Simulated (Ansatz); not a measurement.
## Single-point calculation of Co3Si (part 1 of 2)

Co3Si (8 atoms in the cell), computed with DFT r2SCAN, scalar-relativistic, plane waves, PAW, spin-polarised (Ansatz 0.2.0).

The structure derives from a Materials Project entry. Figures and captions count atoms from 1; the log counts them from 0 in places.

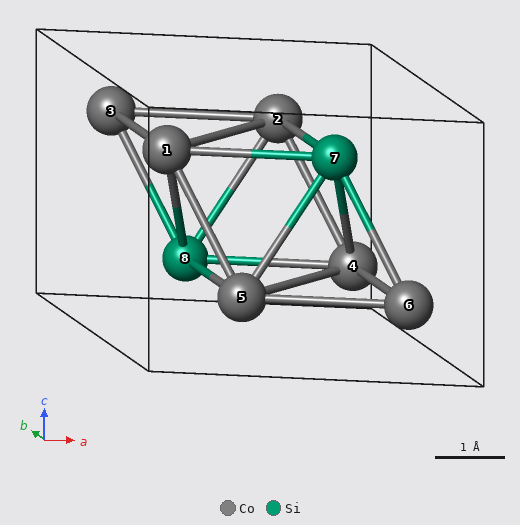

*The input geometry (ball-and-stick view of the cell of the calculation, seen slightly off an axis; atoms are numbered from 1 in the order of the input). An atom can appear more than once, as a periodic image.*

Key numbers

| quantity | value |
| --- | --- |
| outcome | converged |
| space group (tolerance 0.01 Å) | P6₃/mmc (194) |
| electrons treated | 110 |
| free energy | −32068.5582 eV |
| Fermi energy | 18.201 eV |
| gap on the k-point mesh | none (metallic) |
| net moment of the cell | 7.77 μB |
| integrated absolute moment | 9.29 μB |
| pressure | −1.99 GPa |
| largest force (length of the vector) | 0.262 eV/Å |
| hardware | 2 threads of Arm Neoverse V1, 24 GiB of memory available, shared host |
| wall time | 48 s (CPU time 94 s) |
| peak memory | 0.74 GiB |

Notes

The electronic state found may not be the lowest one. Warnings of the run: the state was not tested for a lower one.

Input
```yaml
crystal:
  lattice:
    - [4.976470242, 0.0, 0.0]
    - [-2.488235121, 4.3097496507, 0.0]
    - [0.0, 0.0, 3.972794]
  atoms:
    - { symbol: Co, position: [0.167472, 0.334944, 0.75], spin: 3.0 }
    - { symbol: Co, position: [0.665056, 0.832528, 0.75], spin: 3.0 }
    - { symbol: Co, position: [0.167472, 0.832528, 0.75], spin: 3.0 }
    - { symbol: Co, position: [0.832528, 0.665056, 0.25], spin: 3.0 }
    - { symbol: Co, position: [0.334944, 0.167472, 0.25], spin: 3.0 }
    - { symbol: Co, position: [0.832528, 0.167472, 0.25], spin: 3.0 }
    - { symbol: Si, position: [0.66666667, 0.33333333, 0.75] }
    - { symbol: Si, position: [0.33333333, 0.66666667, 0.25] }
basis:
  ecutwfc: 500
kpoints:
  mp_grid: { grid: [6, 6, 4] }
hamiltonian:
  xc: r2scan
scf:
  occupations: { method: gaussian, width: 0.1 }
  lower_state_search: "off"
output:
  forces: true
  stress: true
  eigenvalues: true
  populations: true
magnetization:
  spin_polarized: true
```

Launched with:
```bash
ansatz run input.yaml --threads 2 --pin off --max-ram 5120MiB --backend cpu --events-out ev --progress --plain --runs-dir out
```

Log
```
Engine: ansatz 0.2.0, aarch64-unknown-linux-gnu
Pseudopotentials: kind: paw
Pseudopotential: Co, paw, valence charge 17, recommended cutoff 500 eV (meta_gga), Co.paw.azcp
Pseudopotential: Si, paw, valence charge 4, recommended cutoff 500 eV (meta_gga), Si.paw.azcp
Functional definition: r2SCAN
  parameter k0 = 0.174
  parameter k1 = 0.065
  parameter a1 = 4.9479
  exchange = r2scan_x(k0 = k0, k1 = k1, a1 = a1)
  correlation = r2scan_c
Crystal: 8 atoms, lattice volume = 85.206 Å³
Basis set: ecut = 500 eV, 2169 PW (Γ), exchange–correlation on 160×160×120 points (64 copies of the dense FFT grid, shifted against one another)
Bands: 77, of which v1, the nominal top of the filled ones, is band 55 counted from 1 (54 counted from 0)
Symmetry: 24 space group operations
Space group: P63/mmc (ITA 194), of the structure as read, at distance tolerance 4.4e-5 Å
Magnetic group: BNS 194.263 (UNI 1493), of the structure as read, at distance tolerance 4.4e-5 Å
k-points: 21 of 144
Non-local potential: Co, projectors of the file, l = 0: 3, l = 1: 2, l = 2: 3, l = 3: 1
Non-local potential: Si, projectors of the file, l = 0: 2, l = 1: 2, l = 2: 2
PAW form: soft (Blöchl's): semilocal exchange-correlation on the pseudo side does not see the compensation charge
PAW frozen core: Co, regenerated for the run's functional (the file was generated under x = pbe(κ = 0.804, μ = 0.2195149727645171), c = pbe(β = 0.06672455060314922))
PAW frozen core: Si, regenerated for the run's functional (the file was generated under x = pbe(κ = 0.804, μ = 0.2195149727645171), c = pbe(β = 0.06672455060314922))
PAW one-centre angular grid: Co, 590 points (default); XC on 160 Gauss nodes
PAW one-centre angular grid: Si, 302 points (default); XC on 160 Gauss nodes
Initial density: superposition of atomic densities (chi_scale 0.1, normalization cell)
Starting moments: Σ|m| = 18 μB on 6 of 8 sites
Initial wavefunctions: pseudopotential atomic-orbital guess
Functional: x = r2scan, c = r2scan; τ floored in thin density (d = 2e-4 eV/Å³)
iter 1 solved again at ethr=9.22e-4 eV; its pass at ethr=3.10e-3 eV (dr2=1.01e0 eV) is discarded
SCF iter   1: F=-32067.563076 eV  HF=-32065.676490 eV  |F-HF|=1.89e0  |Δ(HF+E_count)|=         —  Δρ=9.83e-2 (↑9.83e-2 ↓8.88e-2)  dr2=1.01e0  dr2_τ=1.66e-1  dr2_m=6.66e0  M=11.115 μB ∫|m|=12.103 μB  β_m=0.78  ethr=9.22e-4  ⟨swp⟩=1.9  Hψ=16334  notcnv=0
Mixer restart at iter 1: flushing history
preconditioner: auto → Kerker (q_TF=auto, 2.847 Å⁻¹)  [metal: Δε(μ)=0.016 eV  Ē_g=10.591 eV  σ=0.100 eV  W_gap=0.09  n_scr=26 (ndim 8)  ℏωp=31.7 eV  f_vac=0.000  D(μ)=7.67/eV (n_scr^D=82)]
spin=Collinear: Kerker preconditioning applied to the charge; magnetization (m = ρ↑ − ρ↓) channel mixes plain (no charge-response kernel on spin).
spin-set hold released at iteration 1 (the charge has settled, or the pull on large starting moments outlasts its swing): the magnetisation degrees of freedom join the quasi-Newton model from the next iteration; the mixer history was flushed
SCF iter   2: F=-32067.905794 eV  HF=-32067.387206 eV  |F-HF|=5.19e-1  |Δ(HF+E_count)|=    1.71e0  Δρ=3.86e-2 (↑3.35e-2 ↓3.86e-2)  dr2=8.32e-1  dr2_τ=2.66e-2  dr2_m=9.03e-1  M=10.065 μB ∫|m|=11.606 μB  β_m=1.20  ethr=9.19e-4  ⟨swp⟩=3.0  Hψ=6062  notcnv=0  κ⁻¹=1.0e0(r=1)
SCF iter   3: F=-32068.176656 eV  HF=-32067.868168 eV  |F-HF|=3.08e-1  |Δ(HF+E_count)|=   4.81e-1  Δρ=1.28e-2 (↑1.13e-2 ↓1.28e-2)  dr2=5.57e-1  dr2_τ=1.20e-3  dr2_m=4.25e-2  M=9.154 μB ∫|m|=11.128 μB  β_m=1.20  ethr=7.56e-4  ⟨swp⟩=2.1  Hψ=4324  notcnv=0  defer=60  κ⁻¹=2.4e-2(r=2)
SCF iter   4: F=-32068.406204 eV  HF=-32068.365828 eV  |F-HF|=4.04e-2  |Δ(HF+E_count)|=   4.98e-1  Δρ=6.17e-3 (↑6.17e-3 ↓5.91e-3)  dr2=1.93e-1  dr2_τ=1.55e-3  dr2_m=2.09e-3  M=8.749 μB ∫|m|=10.555 μB  β_m=1.20  ethr=5.07e-4  ⟨swp⟩=2.4  Hψ=5360  notcnv=0  defer=336  κ⁻¹=1.1e-2(r=3)
SCF iter   5: F=-32068.519012 eV  HF=-32068.509628 eV  |F-HF|=9.38e-3  |Δ(HF+E_count)|=   1.44e-1  Δρ=8.07e-3 (↑6.37e-3 ↓8.07e-3)  dr2=1.71e-2  dr2_τ=5.78e-4  dr2_m=3.39e-2  M=8.153 μB ∫|m|=9.646 μB  β_m=1.20  ethr=1.75e-4  ⟨swp⟩=2.0  Hψ=5971  notcnv=0  defer=427  κ⁻¹=4.2e-3(r=4)
SCF iter   6: F=-32068.531308 eV  HF=-32068.507069 eV  |F-HF|=2.42e-2  |Δ(HF+E_count)|=   2.56e-3  Δρ=5.11e-3 (↑4.62e-3 ↓5.11e-3)  dr2=7.76e-3  dr2_τ=2.86e-4  dr2_m=1.07e-2  M=7.843 μB ∫|m|=9.346 μB  β_m=1.20  ethr=1.56e-5  ⟨swp⟩=2.0  Hψ=4617  notcnv=0  defer=427  κ⁻¹=2.5e-4(r=5)
SCF iter   7: F=-32068.541486 eV  HF=-32068.528579 eV  |F-HF|=1.29e-2  |Δ(HF+E_count)|=   2.15e-2  Δρ=4.61e-3 (↑3.65e-3 ↓4.61e-3)  dr2=4.09e-3  dr2_τ=1.97e-4  dr2_m=9.26e-3  M=7.776 μB ∫|m|=9.313 μB  β_m=1.20  ethr=7.05e-6  ⟨swp⟩=2.0  Hψ=5588  notcnv=0  defer=427  κ⁻¹=1.2e-4(r=6)
SCF iter   8: F=-32068.545171 eV  HF=-32068.538828 eV  |F-HF|=6.34e-3  |Δ(HF+E_count)|=   1.02e-2  Δρ=2.29e-3 (↑1.64e-3 ↓2.29e-3)  dr2=2.76e-3  dr2_τ=5.24e-5  dr2_m=3.80e-4  M=7.853 μB ∫|m|=9.371 μB  β_m=1.20  ethr=3.72e-6  ⟨swp⟩=2.0  Hψ=5296  notcnv=0  defer=424  κ⁻¹=1.0e-4(r=7)
SCF iter   9: F=-32068.550621 eV  HF=-32068.547386 eV  |F-HF|=3.24e-3  |Δ(HF+E_count)|=   8.56e-3  Δρ=3.29e-3 (↑3.29e-3 ↓2.41e-3)  dr2=2.26e-3  dr2_τ=8.09e-5  dr2_m=4.89e-3  M=7.871 μB ∫|m|=9.395 μB  β_m=1.20  ethr=2.51e-6  ⟨swp⟩=2.0  Hψ=5583  notcnv=0  defer=424  κ⁻¹=1.7e-5(r=8)
SCF iter  10: F=-32068.552660 eV  HF=-32068.550470 eV  |F-HF|=2.19e-3  |Δ(HF+E_count)|=   3.08e-3  Δρ=2.03e-3 (↑2.03e-3 ↓1.81e-3)  dr2=1.28e-3  dr2_τ=3.57e-5  dr2_m=1.85e-3  M=7.856 μB ∫|m|=9.383 μB  β_m=1.20  ethr=2.05e-6  ⟨swp⟩=1.9  Hψ=3845  notcnv=0  defer=424  κ⁻¹=7.5e-5(r=8)
SCF iter  11: F=-32068.557248 eV  HF=-32068.555674 eV  |F-HF|=1.57e-3  |Δ(HF+E_count)|=   5.20e-3  Δρ=1.19e-3 (↑1.19e-3 ↓5.69e-4)  dr2=5.57e-4  dr2_τ=1.23e-5  dr2_m=2.81e-4  M=7.790 μB ∫|m|=9.319 μB  β_m=1.20  ethr=1.17e-6  ⟨swp⟩=2.1  Hψ=5326  notcnv=0  defer=424  κ⁻¹=3.4e-5(r=8)
SCF iter  12: F=-32068.557317 eV  HF=-32068.556526 eV  |F-HF|=7.91e-4  |Δ(HF+E_count)|=   8.52e-4  Δρ=7.96e-4 (↑7.96e-4 ↓7.43e-4)  dr2=2.42e-4  dr2_τ=6.68e-6  dr2_m=2.70e-4  M=7.778 μB ∫|m|=9.305 μB  β_m=1.20  ethr=5.06e-7  ⟨swp⟩=2.5  Hψ=5449  notcnv=0  defer=424  κ⁻¹=4.4e-5(r=8)
SCF iter  13: F=-32068.558066 eV  HF=-32068.557992 eV  |F-HF|=7.36e-5  |Δ(HF+E_count)|=   1.47e-3  Δρ=3.84e-4 (↑1.49e-4 ↓3.84e-4)  dr2=4.86e-5  dr2_τ=2.28e-6  dr2_m=2.27e-5  M=7.761 μB ∫|m|=9.277 μB  β_m=1.20  ethr=2.20e-7  ⟨swp⟩=2.1  Hψ=5315  notcnv=0  defer=424  κ⁻¹=6.1e-5(r=8)
SCF iter  14: F=-32068.558171 eV  HF=-32068.558142 eV  |F-HF|=2.87e-5  |Δ(HF+E_count)|=   1.50e-4  Δρ=1.86e-4 (↑1.25e-4 ↓1.86e-4)  dr2=1.41e-5  dr2_τ=9.86e-7  dr2_m=3.79e-6  M=7.756 μB ∫|m|=9.266 μB  β_m=1.20  ethr=4.42e-8  ⟨swp⟩=2.5  Hψ=5278  notcnv=0  defer=424  κ⁻¹=5.1e-5(r=8)
SCF iter  15: F=-32068.558183 eV  HF=-32068.558175 eV  |F-HF|=7.94e-6  |Δ(HF+E_count)|=   3.25e-5  Δρ=6.07e-5 (↑5.08e-5 ↓6.07e-5)  dr2=3.18e-6  dr2_τ=7.73e-8  dr2_m=3.02e-7  M=7.763 μB ∫|m|=9.273 μB  β_m=1.20  ethr=1.28e-8  ⟨swp⟩=2.0  Hψ=4739  notcnv=0  defer=424  κ⁻¹=1.6e-4(r=8)
SCF iter  16: F=-32068.558192 eV  HF=-32068.558188 eV  |F-HF|=3.27e-6  |Δ(HF+E_count)|=   1.35e-5  Δρ=3.78e-5 (↑3.29e-5 ↓3.78e-5)  dr2=5.94e-7  dr2_τ=3.39e-8  dr2_m=5.98e-7  M=7.766 μB ∫|m|=9.275 μB  β_m=1.20  ethr=2.89e-9  ⟨swp⟩=2.1  Hψ=5151  notcnv=0  defer=424  κ⁻¹=3.0e-5(r=8)
SCF iter  17: F=-32068.558193 eV  HF=-32068.558191 eV  |F-HF|=2.45e-6  |Δ(HF+E_count)|=   2.50e-6  Δρ=2.67e-5 (↑1.55e-5 ↓2.67e-5)  dr2=3.88e-7  dr2_τ=1.43e-8  dr2_m=1.80e-7  M=7.768 μB ∫|m|=9.277 μB  β_m=1.20  ethr=5.40e-10  ⟨swp⟩=2.0  Hψ=5156  notcnv=0  defer=424  κ⁻¹=1.1e-5(r=8)
SCF iter  18: F=-32068.558194 eV  HF=-32068.558194 eV  |F-HF|=6.79e-7  |Δ(HF+E_count)|=   3.01e-6  Δρ=2.21e-5 (↑1.60e-5 ↓2.21e-5)  dr2=1.17e-7  dr2_τ=4.54e-9  dr2_m=2.41e-7  M=7.770 μB ∫|m|=9.279 μB  β_m=1.20  ethr=3.53e-10  ⟨swp⟩=2.5  Hψ=5265  notcnv=0  defer=424  κ⁻¹=6.1e-6(r=8)
SCF iter  19: F=-32068.558195 eV  HF=-32068.558195 eV  |F-HF|=2.11e-7  |Δ(HF+E_count)|=   9.39e-7  Δρ=6.38e-6 (↑6.38e-6 ↓6.12e-6)  dr2=1.94e-8  dr2_τ=1.09e-9  dr2_m=1.60e-8  M=7.772 μB ∫|m|=9.281 μB  β_m=1.20  ethr=9.09e-11  ⟨swp⟩=10.0  Hψ=15665  notcnv=0  κ⁻¹=1.2e-5(r=8)
SCF iter  20: F=-32068.558195 eV  HF=-32068.558195 eV  |F-HF|=7.05e-8  |Δ(HF+E_count)|=   2.42e-7  Δρ=4.25e-6 (↑3.49e-6 ↓4.25e-6)  dr2=5.35e-9  dr2_τ=2.09e-10  dr2_m=8.91e-9  M=7.772 μB ∫|m|=9.282 μB  β_m=1.20  ethr=1.77e-11  ⟨swp⟩=3.6  Hψ=8636  notcnv=0  κ⁻¹=6.9e-6(r=8)
SCF iter  21: F=-32068.558195 eV  HF=-32068.558195 eV  |F-HF|=1.52e-8  |Δ(HF+E_count)|=   9.80e-8  Δρ=2.13e-6 (↑1.32e-6 ↓2.13e-6)  dr2=1.56e-9  dr2_τ=4.07e-11  dr2_m=1.64e-9  M=7.773 μB ∫|m|=9.282 μB  ethr=4.86e-12  ⟨swp⟩=3.9  Hψ=9141  notcnv=0
SCF 1 converged in 21 iterations: F = -32068.558195 eV  dr2 = 1.56e-9
  greatest PAW one-centre occupation: 1.004 electrons in one spin orbital (limit 2), on the Co atom at site 5 (counted from 0), in its partial waves of l = 1
```

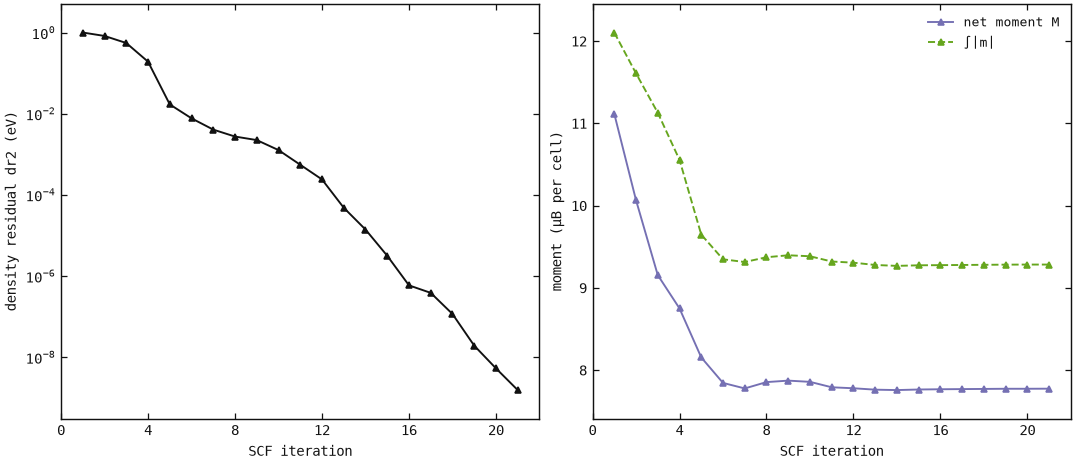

*Convergence of the self-consistent field: density residual dr2 and magnetic moment against the SCF iteration.*

The residual falls at every step. The net moment goes from 11.1 to 7.8 μB per cell.
